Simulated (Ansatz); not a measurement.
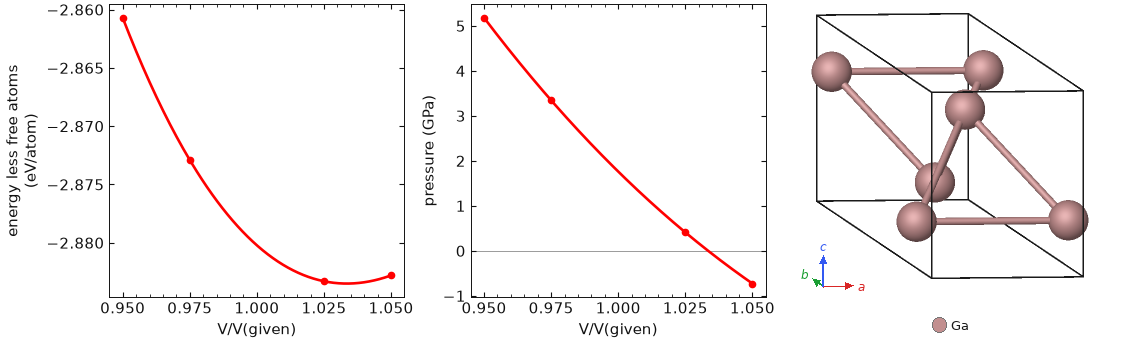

Figure. Energy less free atoms and pressure against V/V(given) for Ga, space group C2/c (No. 15). The conventional cell is drawn beside the plot.

V(given) is 18.54 Å³/atom.

The energy less free atoms is −2.8607 eV/atom at V/V(given) 0.950 and −2.8828 eV/atom at 1.050; the lowest computed point is at V/V(given) 1.025 (−2.8833 eV/atom). The pressure falls from 5.181 GPa at V/V(given) 0.950 to −0.727 GPa at 1.050, and changes sign near 1.034.

Method: periodic Kohn-Sham DFT of a crystal at fixed atoms, scaled to the stated factor times the given cell; pressure positive in compression, energy less spherical unpolarised free atoms (Ansatz 0.2.0). Level: PBE.

method all-electron LAPW; relativity scalar; k mesh 14×14×11; occupations Fermi–Dirac; smearing width 0.03 eV; basis error target 0.5 (meV/atom); nucleus Gaussian.

Cell as given: a = 4.257 Å, b = 4.257 Å, c = 3.332 Å, α = 90.66°, β = 90.66°, γ = 142.09°; 2 atoms.

Caveats: shape and atomic fractions are frozen while scaling, which makes layered, chain and framework solids too stiff.
